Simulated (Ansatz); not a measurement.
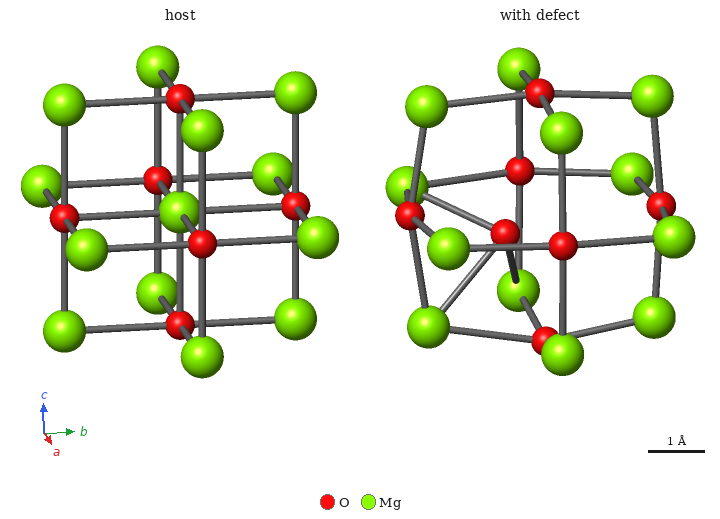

Left: perfect MgO. Right: the same region with one point defect, after relaxing the atoms in a supercell of 64 sites. Style: ball-and-stick. Shown: the atoms within 3.3 Å of one point, slightly off an axis.

All numbers below come from DFT, PBEsol, PAW, plane waves in Ansatz 0.2.0. (plane-wave cutoff 420 eV; k-point mesh 1 × 1 × 1; mesh shifted by (0.25, 0.25, 0.25); collinear spin) Fermi-Dirac smearing of 0.01 eV. A uniform background neutralises the charged cell. The axes drawn are those of the host's conventional cell.

**What kind of defect was made?**

A magnesium atom is replaced by oxygen.

The charge state of the cell is −2.

**What does the relaxation do around it?**

In the host the Mg atom has 6 O at 2.11 Å; the O atom ends with 3 O at 2.06 Å, 3 Mg at 2.19 Å. Of the host's atoms, an oxygen atom moves furthest from its site, by 0.31 Å. The O atom itself moves 0.92 Å from where it was put. The cell's net moment is 2.00 μB.

Limits of the set-up: the periodic images lie only 8.4 Å apart, so the values are limited by the cell's size; the cell is charged, on a uniform background, and energies carry no finite-size correction.
